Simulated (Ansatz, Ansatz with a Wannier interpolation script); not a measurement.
# GaN (P6_3mc): quasiparticle bands by Wannier interpolation

Aim: the G0W0 bands of GaN (P6_3mc) along the symmetry lines, with the gap off the mesh.

Program: Ansatz 0.2.0. Level of theory: LDA, Wannier functions and G0W0, plane waves, PAW. Results are calculated unless marked as measured.

The database entry behind the starting cell differs from later determinations by our own check (about 0.3 % short, ideal inner coordinate), so it need not match the best structure at ambient conditions.

### Step 1. Starting point

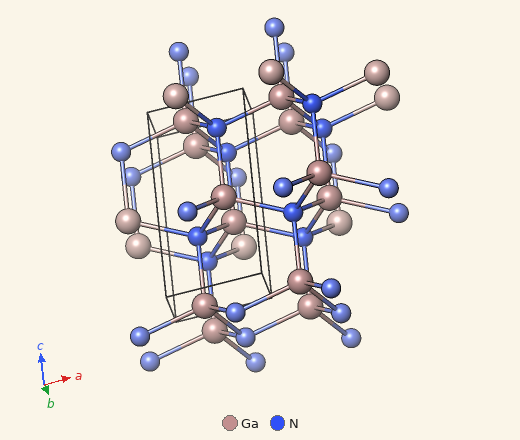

The cell as given, from a free direction (gallium pink, nitrogen blue). 2×2×1 cells are drawn. Some periodic images of atoms are drawn too.

The cell and positions come from the Crystallography Open Database and are kept as given unless a step says otherwise.

### Step 2. LDA bands

Levels along a band path, at the cheap level, show where the edges lie and whether the meshes to come will hold them.

This step: DFT, LDA, plane waves, PAW; PAW set soft_1.

File input.yaml:

```yaml
crystal:
  lattice:
    - [3.18, 0.0, 0.0]
    - [-1.59, 2.75396078, 0.0]
    - [0.0, 0.0, 5.166]
  atoms:
    - { symbol: Ga, position: [0.33333333, 0.66666667, 0.0] }
    - { symbol: Ga, position: [0.66666667, 0.33333333, 0.5] }
    - { symbol: "N", position: [0.33333333, 0.66666667, 0.375] }
    - { symbol: "N", position: [0.66666667, 0.33333333, 0.875] }
kpoints:
  mp_grid: { grid: [9, 9, 4] }
  band_path:
    path:
      - [[0.0, 0.0, 0.0], [0.5, 0.0, 0.0], [0.33333333, 0.33333333, 0.0], [0.0, 0.0, 0.0], [0.0, 0.0, 0.5], [0.5, 0.0, 0.5], [0.33333333, 0.33333333, 0.5], [0.0, 0.0, 0.5]]
      - [[0.5, 0.0, 0.5], [0.5, 0.0, 0.0]]
      - [[0.33333333, 0.33333333, 0.5], [0.33333333, 0.33333333, 0.0]]
    npoints: 10
hamiltonian:
  xc: lda
  pseudopotentials: { kind: paw, azcp: { folder: soft_1 }, xc_functional: pbe }
scf:
  occupations: { method: fermi_dirac, width: 0.02 }
  n_extra_bands: 30
output:
  eigenvalues: true
  fatbands: true
  write_density: true
  write_potential: true
  elf: true
  volumetric_format: npy
```

Launch:

```console
$ ansatz run input.yaml --threads 3 --pin off --max-ram 92160MiB --backend cuda --events-out ev --progress --plain --runs-dir out --devices 1 --max-vram 13GiB
```

Numbers of over 12 decimals in the logs are rounded to 6 here.

Log:

```text
scf.n_extra_bands = 30 over 18 filled bands (N_el = 36.0): the run solves 48 bands
GPUs: using 1 of 1 available (devices: 1).
Engine: ansatz 0.2.0, x86_64-unknown-linux-gnu
Pseudopotentials: kind: paw
Pseudopotential: Ga, paw, valence charge 13, recommended cutoff 420 eV (normal), soft_1/Ga.paw.azcp
Pseudopotential: N, paw, valence charge 5, recommended cutoff 420 eV (normal), soft_1/N.paw.azcp
Functional definition: SPW92
  exchange = slater_x
  correlation = pw_c
device memory: the entry about to start is reckoned to put 1.8 GiB on a device that reports 54.1 GiB free (of which the cap on the GPU budget leaves the run 13.0 GiB)
GPU FFT provider: cuFFT
GPU libraries: cuBLAS 13.8.2, cuFFT 12.4.0, cuSOLVER 12.3.4
Crystal: 4 atoms, lattice volume = 45.242 Å³
Basis set: ecut = 420 eV, 881 PW (Γ)
Bands: 48, of which v1, the nominal top of the filled ones, is band 18 counted from 1 (17 counted from 0)
Symmetry: 12 space group operations
Space group: P63mc (ITA 186), of the structure as read, at distance tolerance 3.6e-5 Å
k-points: 36 of 324 (time reversal used)
Non-local potential: Ga, projectors of the file, l = 0: 2, l = 1: 2, l = 2: 3, l = 3: 1
Non-local potential: N, projectors of the file, l = 0: 2, l = 1: 2, l = 2: 1
PAW form: soft (Blöchl's): semilocal exchange-correlation on the pseudo side does not see the compensation charge
PAW frozen core: Ga, regenerated for the run's functional, and the local potential with it (the file was generated under x = pbe(κ = 0.804, μ = 0.219515), c = pbe(β = 0.066725))
PAW frozen core: N, regenerated for the run's functional, and the local potential with it (the file was generated under x = pbe(κ = 0.804, μ = 0.219515), c = pbe(β = 0.066725))
PAW one-centre angular grid: Ga, 590 points (default); XC on 64 Gauss nodes
PAW one-centre angular grid: N, 110 points (default); XC on 64 Gauss nodes
Initial density: superposition of atomic densities (chi_scale 0.1, normalization cell, long waves kept (reshape's long-wave potential 0.00 eV rms))
Initial wavefunctions: pseudopotential atomic-orbital guess
GPU buffer pool allocated for 20736 grid points (all kernels)
GPU transforms: local potential and band sums: pruned to the plane-wave sphere, on 24×24×36
Functional: x = slater, c = lda
SCF iter   1: F=—  HF=-8165.425755 eV  |F-HF|=—  |Δ(HF+E_count)|=         —  Δρ=1.04e-1  dr2=4.28e0  ethr=3.10e-3  ⟨swp⟩=5.4  Hψ=8106  notcnv=0  defer=486
preconditioner: auto → Resta (q_TF=auto, 2.626 Å⁻¹)  ε∞=2.0  [insulator: Δε(μ)=2.819 eV  Ē_g=32.632 eV  σ=0.020 eV  W_gap=1.00  n_scr=22 (ndim 8)  ℏωp=33.1 eV  f_vac=0.000  D(μ)=0.00/eV (n_scr^D=0)  ε∞_Penn≈2.0]
SCF iter   2: F=—  HF=-8164.510071 eV  |F-HF|=—  |Δ(HF+E_count)|=   9.16e-1  Δρ=4.91e-2  dr2=1.10e0  ethr=3.10e-3  ⟨swp⟩=2.0  Hψ=2293  notcnv=0  defer=803
SCF iter   3: F=—  HF=-8164.198699 eV  |F-HF|=—  |Δ(HF+E_count)|=   3.11e-1  Δρ=7.04e-3  dr2=1.55e-2  ethr=3.04e-3  ⟨swp⟩=2.1  Hψ=1353  notcnv=0  defer=803
SCF iter   4: F=—  HF=-8164.182021 eV  |F-HF|=—  |Δ(HF+E_count)|=   1.67e-2  Δρ=3.77e-3  dr2=3.57e-3  ethr=4.31e-5  ⟨swp⟩=2.2  Hψ=2759  notcnv=0  defer=802
SCF iter   5: F=—  HF=-8164.181213 eV  |F-HF|=—  |Δ(HF+E_count)|=   8.09e-4  Δρ=9.64e-4  dr2=2.51e-4  ethr=9.92e-6  ⟨swp⟩=2.0  Hψ=1780  notcnv=0  defer=802
SCF iter   6: F=—  HF=-8164.181198 eV  |F-HF|=—  |Δ(HF+E_count)|=   1.45e-5  Δρ=6.67e-5  dr2=2.10e-6  ethr=6.96e-7  ⟨swp⟩=2.7  Hψ=1554  notcnv=0  defer=802
SCF iter   7: F=—  HF=-8164.181241 eV  |F-HF|=—  |Δ(HF+E_count)|=   4.27e-5  Δρ=1.02e-5  dr2=4.38e-8  ethr=2.78e-10  ⟨swp⟩=8.9  Hψ=9957  notcnv=0
SCF iter   8: F=-8164.181241 eV  HF=-8164.181241 eV  |F-HF|=1.79e-10  |Δ(HF+E_count)|=   1.23e-8  Δρ=1.54e-6  dr2=4.51e-10  ethr=1.22e-10  ⟨swp⟩=1.1  Hψ=3500  notcnv=0
SCF 1 converged in 8 iterations: F = -8164.181241 eV  dr2 = 4.51e-10
[...]
device memory: the entry about to start is reckoned to put 3.1 GiB on a device that reports 55.3 GiB free (of which the cap on the GPU budget leaves the run 13.0 GiB)
NSCF: frozen V_eff on 93 k-points, pencils in batches of 32, up to order 212
SCF converged after 8 iterations
Free energy (F): -8164.181241 eV
Harris-Foulkes:  -8164.181241 eV  (|F-HF|=1.79e-10)
Internal energy: -8164.181241 eV  (E = F + TS)
E sigma→0 (E₀):  -8164.181241 eV
Fermi energy:    10.465094 eV
--- Per-component energies (eV) ---
  E_band       = -20.668566
  E_kinetic    = 481.766965
  E_local      = -2823.982197  (includes V_loc(G=0)·N_el)
  E_nonlocal   = -103.685817
  E_hartree    = 1783.565172
  E_xc         = -242.973247
  E_vxc        = -261.966597  (∫ρ·V_xc dr)
  E_paw        = -4078.663705  (= ΣΔE_a)
  E_vpaw       = -879.933446  (= ΣTr[D̂ρ^β])
  E_aug_tail   = 0.001266  (compensation charges beyond the density's cutoff)
  E_ewald      = -3183.826730
  E_core_change = 3.617051  (= ΣΔE_core)
  E_smearing   = -0.000000  (= −TS)
  E_closure    = 0.000000  (closes the sum)
  Σ components = -8164.181241   (vs F -8164.181241, Δ=0.00e0)
--- Band table (eV; the first three rows and the last of 36) ---
  k-point 0: bands = [... 14 lower, 8.3949, 9.4062, 9.4694, 9.4694, 11.4463, 13.6668, 18.5720, 19.2162, ... 26 higher]
  k-point 1: bands = [... 14 lower, 8.5447, 8.5447, 9.3047, 9.3047, 12.6076, 13.7808, 18.1829, 18.9180, ... 26 higher]
  k-point 2: bands = [... 14 lower, 8.9176, 8.9176, 8.9176, 8.9176, 13.7016, 13.7016, 17.8460, 17.8460, ... 26 higher]
  k-point 35: bands = [... 14 lower, 5.1878, 5.1878, 7.9447, 7.9447, 15.8480, 15.8480, 16.6575, 16.6575, ... 26 higher]
```

Elapsed: 10 s, on 1 × NVIDIA H100 80GB HBM3 (shared by 6 runs) with 3 threads of AMD EPYC 7R13 (Zen 3), shared host; peak memory 0.94 GiB.

This step gave:

- filled bands: 18
- gap: 1.977 eV
- valence top at: Γ
- conduction bottom at: Γ
- least direct gap: 1.977 eV

The gap is direct, at Γ.

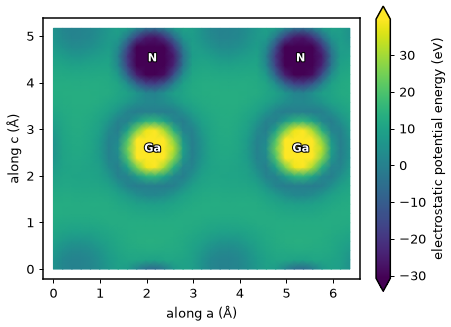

Electrostatic potential energy in the ac plane at fractional y = 0.333, with atoms of Ga and N within 0.2 Å of it. With pseudopotentials it is smooth inside the atoms' cores, unlike the true potential.

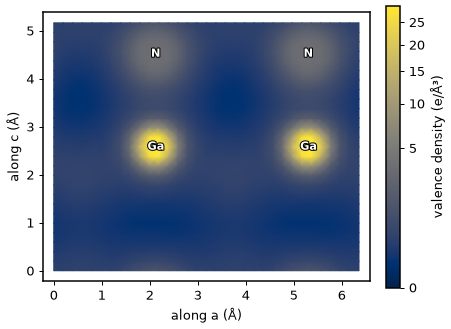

Valence density in the ac plane at fractional y = 0.333, with atoms of Ga and N within 0.2 Å of it. It is the smooth field of the valence electrons, not physical close to the nuclei. The colour scale is stretched toward low values.

### Step 3. Wannier functions (Ga:4s Ga:4p N:2p) on 9×9×4

Localised functions give a small Hamiltonian that interpolates between mesh points at no cost.

This step: maximally localised Wannier functions, LDA, plane waves, PAW; PAW set soft_1.

input.yaml, the sections that differ from step 2:

```yaml
kpoints:
  mp_grid: { grid: [9, 9, 4] }
scf:
  occupations: { method: fixed }
  n_extra_bands: 30
output:
  wannier:
    kmesh: [9, 9, 4]
    projections:
      - { species: Ga, l: s, shell: 4 }
      - { species: Ga, l: p, shell: 4 }
      - { species: "N", l: p, shell: 2 }
    minimise: true
    write_hr: true
    seedname: w
    conv_tol: 1.0e-06
    max_iter: 20000
    stability_check: false
    disentanglement:
      window: [2.1, 25.11]
      frozen_window: [2.1, 14.45]
      conv_tol: 1.0e-08
# crystal, hamiltonian: as in step 2
```

Log:

```text
[...]
GPUs: using 1 of 1 available (devices: 1).
[...]
GPU FFT provider: cuFFT
GPU libraries: cuBLAS 13.8.2, cuFFT 12.4.0, cuSOLVER 12.3.4
Crystal: 4 atoms, lattice volume = 45.242 Å³
Basis set: ecut = 420 eV, 881 PW (Γ)
Bands: 48, of which v1, the nominal top of the filled ones, is band 18 counted from 1 (17 counted from 0)
Symmetry: 12 space group operations
[...]
k-points: 36 of 324 (time reversal used)
[...]
GPU buffer pool allocated for 20736 grid points (all kernels)
[...]
SCF iter   1: F=—  HF=-8165.425755 eV  |F-HF|=—  |Δ(HF+E_count)|=         —  Δρ=1.04e-1  dr2=4.28e0  ethr=3.10e-3  ⟨swp⟩=4.1  Hψ=5765  notcnv=0  defer=964
[...]
SCF iter   8: F=-8164.181241 eV  HF=-8164.181241 eV  |F-HF|=2.82e-9  |Δ(HF+E_count)|=   2.83e-7  Δρ=4.69e-6  dr2=6.46e-9  ethr=2.73e-10  ⟨swp⟩=3.8  Hψ=4546  notcnv=0
SCF 1 converged in 8 iterations: F = -8164.181241 eV  dr2 = 6.46e-9
[...]
NSCF: frozen V_eff on 36 k-points
the band table was solved once the SCF had ended and its energy, with any forces and stress, was formed, with the checks that follow a solve (6453 applications of the Hamiltonian). They found nothing against the state; the energy, forces and stress were not computed again (output.eigenvalues in the input reference)
[...]
NSCF: frozen V_eff on 40 k-points, pencils in batches of 32, up to order 192
the Wannier pass solved 40 of the 324 points of its mesh, and has the states at the others by symmetry: states obtained by the crystal's operations at points that were solved too leave a residual of 3.39e-13 eV (read by the count's bands and the next), within 6.67e-6 eV
SCF converged after 8 iterations
Free energy (F): -8164.181241 eV
[...]
Internal energy: -8164.181241 eV  (E = F + TS)
E sigma→0 (E₀):  -8164.181241 eV
Fermi energy:    9.469333 eV
[...]
--- Band table (eV; the first three rows and the last of 36) ---
  k-point 0: bands = [... 14 lower, 8.3948, 9.4062, 9.4693, 9.4693, 11.4463, 13.6668, 18.5719, 19.2162, ... 26 higher]
  k-point 1: bands = [... 14 lower, 8.5446, 8.5446, 9.3047, 9.3047, 12.6076, 13.7807, 18.1829, 18.9180, ... 26 higher]
  k-point 2: bands = [... 14 lower, 8.9176, 8.9176, 8.9176, 8.9176, 13.7016, 13.7016, 17.8459, 17.8459, ... 26 higher]
  k-point 35: bands = [... 14 lower, 5.1878, 5.1878, 7.9447, 7.9447, 15.8479, 15.8479, 16.6574, 16.6574, ... 26 higher]
Wannier search: line search 1 of at most 20000: gauge-dependent spread (as the search counts it) 7.2410196 Å², largest recent change 1.0e0 Å² against conv_tol 1.0e-6 Å², 0 stops escaped
```

Run time: 14 s. Hardware: 1 × NVIDIA H100 80GB HBM3 (shared by 6 runs) with 3 threads; peak memory 1 GiB; 26 s of CPU time.

Numbers from this step:

```yaml
gauge_invariant_spread: 19.12 Å²
diagonal_spread: 0.1146 Å²
off_diagonal_spread: 3.498 Å²
total_spread: 22.73 Å²
least_projectability: 0.2070
localisation_steps: 67
disentanglement_steps: 119
r_m_s_interpolation_error: 0.002760 eV
r_m_s_error_near_the_gap: 0.003481 eV
```

Near the gap the model misses directly solved bands by 3.5 meV r.m.s. and by 47 meV at most in the window tested. This tests the starting bands, not the corrections carried with them.

Wannier functions, by row:

```
function  x (Å)  y (Å)   z (Å)  spread (Å²)  nearest atom  distance (Å)
       1      0   2.33   0.349         2.07           Ga1         0.605
       2   1.59  0.424   2.932         2.07           Ga2         0.605
       3      0   1.85  -0.922         1.92           Ga1         0.923
       4      0  2.126   0.195        2.713           Ga1          0.35
       5      0  1.034   0.283        1.867           Ga1          0.85
       6   1.59  0.904   1.661         1.92           Ga2         0.923
       7   1.59  0.628   2.778        2.713           Ga2          0.35
       8   1.59   1.72   2.866        1.867           Ga2          0.85
       9      0  1.836   1.928        0.953            N3         0.009
      10      0  1.827   1.953        0.923            N3         0.018
      11      0   1.84   1.951        0.919            N3         0.014
      12   1.59  0.918   4.511        0.953            N4         0.009
      13   1.59  0.927   4.536        0.923            N4         0.018
      14   1.59  0.914   4.534        0.919            N4         0.014
```

Frozen up to 4.98 eV; above it the model need not follow the bands. The electronic bands at the labelled points (eV, zero at the valence-band top):

```csv
point,band 15,band 16,band 17,band 18,band 19,band 20,band 21,band 22
Γ,-1.07,-0.06,0.00,0.00,1.98,4.20,9.10,9.76
M,-4.33,-2.81,-2.30,-1.00,4.93,5.55,6.28,8.53
K,-5.40,-3.08,-3.08,-2.75,4.97,7.74,7.74,8.29
Γ,-1.07,-0.06,0.00,0.00,1.98,4.20,9.10,9.76
A,-0.55,-0.55,-0.55,-0.55,4.23,4.23,8.38,8.38
L,-1.98,-1.98,-1.95,-1.95,4.32,4.32,8.02,8.02
H,-4.28,-4.28,-1.52,-1.52,6.38,6.38,7.24,7.24
A,-0.55,-0.55,-0.55,-0.55,4.23,4.23,8.38,8.38
jump to L,-1.98,-1.98,-1.95,-1.95,4.32,4.32,8.02,8.02
M,-4.33,-2.81,-2.30,-1.00,4.93,5.55,6.28,8.53
jump to H,-4.28,-4.28,-1.52,-1.52,6.38,6.38,7.24,7.24
K,-5.40,-3.08,-3.08,-2.75,4.97,7.74,7.74,8.29
```

The same for Kohn-Sham, solved directly:

| point | band 15 | band 16 | band 17 | band 18 | band 19 | band 20 | band 21 | band 22 |
| --- | --- | --- | --- | --- | --- | --- | --- | --- |
| Γ | -1.07 | -0.06 | 0.00 | 0.00 | 1.98 | 4.20 | 9.10 | 9.75 |
| M | -4.33 | -2.81 | -2.30 | -1.00 | 4.92 | 5.53 | 5.94 | 8.53 |
| K | -5.40 | -3.08 | -3.08 | -2.75 | 4.97 | 7.74 | 7.74 | 8.29 |
| Γ | -1.07 | -0.06 | 0.00 | 0.00 | 1.98 | 4.20 | 9.10 | 9.75 |
| A | -0.55 | -0.55 | -0.55 | -0.55 | 4.23 | 4.23 | 8.38 | 8.38 |
| L | -1.98 | -1.98 | -1.95 | -1.95 | 4.31 | 4.31 | 7.68 | 7.68 |
| H | -4.28 | -4.28 | -1.52 | -1.52 | 6.38 | 6.38 | 7.19 | 7.19 |
| A | -0.55 | -0.55 | -0.55 | -0.55 | 4.23 | 4.23 | 8.38 | 8.38 |
| L | -1.98 | -1.98 | -1.95 | -1.95 | 4.31 | 4.31 | 7.68 | 7.68 |
| M | -4.33 | -2.81 | -2.30 | -1.00 | 4.92 | 5.53 | 5.94 | 8.53 |
| H | -4.28 | -4.28 | -1.52 | -1.52 | 6.38 | 6.38 | 7.19 | 7.19 |
| K | -5.40 | -3.08 | -3.08 | -2.75 | 4.97 | 7.74 | 7.74 | 8.29 |

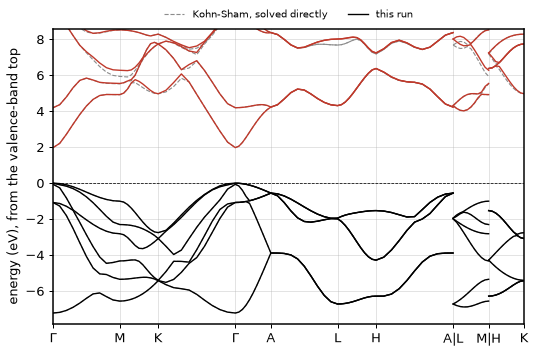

Electronic bands along the path; lines of filled and empty bands in two colours; dashed: Kohn-Sham, solved directly.

### Step 4. G0W0 at every point of the mesh: 9×9×4 mesh, 207 empty bands, screening to 160 eV, PAW set soft_1 files

G0W0 replaces the xc potential by the self-energy, built once from these orbitals. Only a window of levels is corrected, while the sums run over the empty bands that the input names.

This step: G0W0 on LDA, plane waves, PAW; PAW set soft_1.

input.yaml, the sections that differ from step 3:

```yaml
scf:
  occupations: { method: fixed }
gw:
  n_empty_bands: 207
  ecut_chi: 160.0
  qp_bands: [v6, c2]
  screening: { model: contour_deformation }
# crystal, kpoints, hamiltonian: as in step 3
# output: removed
```

Log:

```text
GPUs: using 1 of 1 available (devices: 1).
[...]
GPU FFT provider: cuFFT
GPU libraries: cuBLAS 13.8.2, cuFFT 12.4.0, cuSOLVER 12.3.4
Crystal: 4 atoms, lattice volume = 45.242 Å³
Basis set: ecut = 420 eV, 881 PW (Γ)
Bands: 22, of which v1, the nominal top of the filled ones, is band 18 counted from 1 (17 counted from 0)
Symmetry: 12 space group operations
[...]
k-points: 36 of 324 (time reversal used)
[...]
GPU buffer pool allocated for 20736 grid points (all kernels)
[...]
SCF iter   1: F=—  HF=-8165.425912 eV  |F-HF|=—  |Δ(HF+E_count)|=         —  Δρ=1.04e-1  dr2=4.28e0  ethr=3.10e-3  ⟨swp⟩=4.0  Hψ=2838  notcnv=0  defer=10
[...]
SCF iter   9: F=-8164.181241 eV  HF=-8164.181241 eV  |F-HF|=1.82e-12  |Δ(HF+E_count)|=   5.27e-8  Δρ=1.87e-6  dr2=1.24e-9  ethr=2.78e-10  ⟨swp⟩=3.6  Hψ=2386  notcnv=0
SCF 1 converged in 9 iterations: F = -8164.181241 eV  dr2 = 1.24e-9
[...]
G₀W₀ screening: q 1/36
[... further progress lines ...]
[...]
SCF converged after 9 iterations
Free energy (F): -8164.181241 eV
[...]
Internal energy: -8164.181241 eV  (E = F + TS)
E sigma→0 (E₀):  -8164.181241 eV
Fermi energy:    9.469352 eV
[...]
--- Band table (eV; the first three rows and the last of 36) ---
  k-point 0: bands = [... 14 lower, 8.3949, 9.4062, 9.4694, 9.4694, 11.4463, 13.6668, 18.5720, 19.2162]
  k-point 1: bands = [... 14 lower, 8.5446, 8.5446, 9.3047, 9.3047, 12.6076, 13.7808, 18.1829, 18.9180]
  k-point 2: bands = [... 14 lower, 8.9176, 8.9176, 8.9176, 8.9176, 13.7016, 13.7016, 17.8460, 17.8460]
  k-point 35: bands = [... 14 lower, 5.1878, 5.1878, 7.9447, 7.9447, 15.8480, 15.8480, 16.6575, 16.6575]
--- G₀W₀: contour deformation, 7 samples at zero and on the imaginary axis and 2 off it, 324 q-points, 207 empty bands' worth ---
  eigenvalues of the whole cell's RPA ε∞ on this k-mesh (on a slab, of 1 + 4πα/V) = 5.6470, 5.6470, 5.8182; static W/v taken at q = 0 is 0.174865
  bands read: the sum over 225 bands ends inside a degenerate multiplet in 15 slots, whose members it reads at an even weight; the widest, k=2: bands 225 to 228 (counted from 1) at 1/4 each
    ik  band        ε_KS         Σx   Σc(E_QP)       V_xc       Z   E_QP_lin       E_QP  E_QP is
     0    13      2.2471   -20.2760     4.6516   -14.9561  0.7025     1.5835     1.5789  root
     0    14      8.3949   -22.8975     3.0917   -19.2059  0.7699     7.7906     7.7950  root
     0    15      8.3949   -22.8975     3.0917   -19.2059  0.7699     7.7906     7.7950  root
     0    16      9.4062   -23.7393     2.8457   -20.3777  0.7725     8.8875     8.8904  root
     0    17      9.4694   -23.8364     2.8326   -20.4924  0.7726     8.9553     8.9580  root
     0    18      9.4694   -23.8364     2.8326   -20.4924  0.7726     8.9553     8.9580  root
     0    19     11.4463   -11.7232    -3.7478   -16.1641  0.8067    12.1431    12.1394  root
     0    20     13.6668   -10.3859    -4.5353   -15.8533  0.8138    14.6077    14.5989  root
     1    13      3.3539   -22.0470     4.5118   -16.7842  0.7138     2.5922     2.6029  root
     1    14      7.9218   -22.8499     2.9061   -19.3477  0.7702     7.3209     7.3258  root
     1    15      8.5446   -23.0368     3.0630   -19.3845  0.7703     7.9511     7.9553  root
     1    16      8.5446   -23.0368     3.0630   -19.3845  0.7703     7.9511     7.9553  root
     1    17      9.3047   -23.7143     2.8916   -20.2938  0.7722     8.7728     8.7759  root
     1    18      9.3047   -23.7143     2.8916   -20.2938  0.7722     8.7728     8.7759  root
[...]
35    16      5.1878   -20.4037     3.7596   -15.8781  0.7448     4.4073     4.4219  root
    35    17      7.9447   -22.3093     3.1676   -18.5305  0.7671     7.3287     7.3336  root
    35    18      7.9447   -22.3093     3.1676   -18.5305  0.7671     7.3287     7.3336  root
    35    19     15.8480    -9.6785    -4.9224   -15.5513  0.8076    16.8103    16.7983  root
    35    20     15.8480    -9.6785    -4.9224   -15.5513  0.8076    16.8103    16.7983  root
```

Elapsed: 91 s, on 1 × NVIDIA H100 80GB HBM3 (shared by 6 runs) with 3 threads; peak memory 1.4 GiB; 2.8 min of CPU time.

Numbers from this step:

| Item | Value |
| --- | --- |
| bands summed | 225 |
| RPA ε∞ on this mesh (eigenvalues) | 5.647, 5.647, 5.818 |
| plane waves in the screening matrix | 197 |
| q-points in the mesh | 324 |
| G0W0 gap on the mesh | 3.181 eV |
| k of the valence top | 0, 0, 0 |
| k of the conduction bottom | 0, 0, 0 |
| starting gap on the mesh | 1.977 eV |
| Z at the valence top | 0.7726 |
| Z at the conduction bottom | 0.8067 |
| least direct G0W0 gap on the computed points | 3.181 eV |

The gap on the mesh goes from 1.98 eV to 3.18 eV, a correction of +1.20 eV. Between the two edge states, bare exchange in place of the xc potential would open the gap by 7.78 eV, and correlation takes back 6.58 eV.

[end of part 1 of 2]

[Paths, hosts, dates, memory and timing lines, banners, echoed tables and standing remarks are left out of the program output.]

[Logs are printed without paths, hosts, clocks, repeated set-up lines and the standing remarks that a program may print on its own settings, such as how far it seeks lower states.]

[Runs of the session that timed out or met a known fault of the program may be left out.]

[Hosts, paths, dates, database ids (printed as entryN), source tags and the programs' standing remarks are cut or masked in the printed files.]
